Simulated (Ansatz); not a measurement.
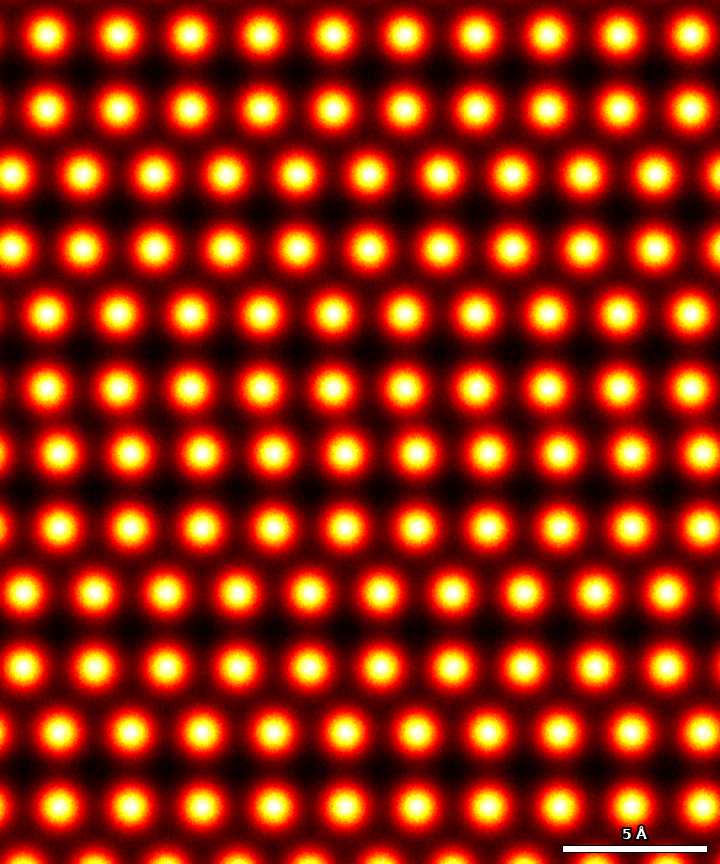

Integrated-DPC-like image of Mo (Fmmm, No. 69) along [110]. Simulated as the projected potential of neutral atoms (B = 0.5 Å²) blurred by a 0.99 Å probe, the thin-sample limit of integrated differential phase contrast. Shot noise was added.

One planar defect was built into the perfect crystal by geometry alone, without relaxation. Host structure: coordinates from a relaxation with DFT PBE, scalar-relativistic, plane waves, PAW in Ansatz 0.2.0; the starting structure was generated, so it need not be a known form of this composition.

Q: Where does the periodic pattern break, and how?

A planar fault (a stacking fault) runs horizontally about 15 Å below the top edge. The part above it is shifted along the boundary by 1/3 of the 2.51 Å repeat of the rows (0.8 Å to the right, the same as 1.7 Å to the left); both parts keep the same orientation.
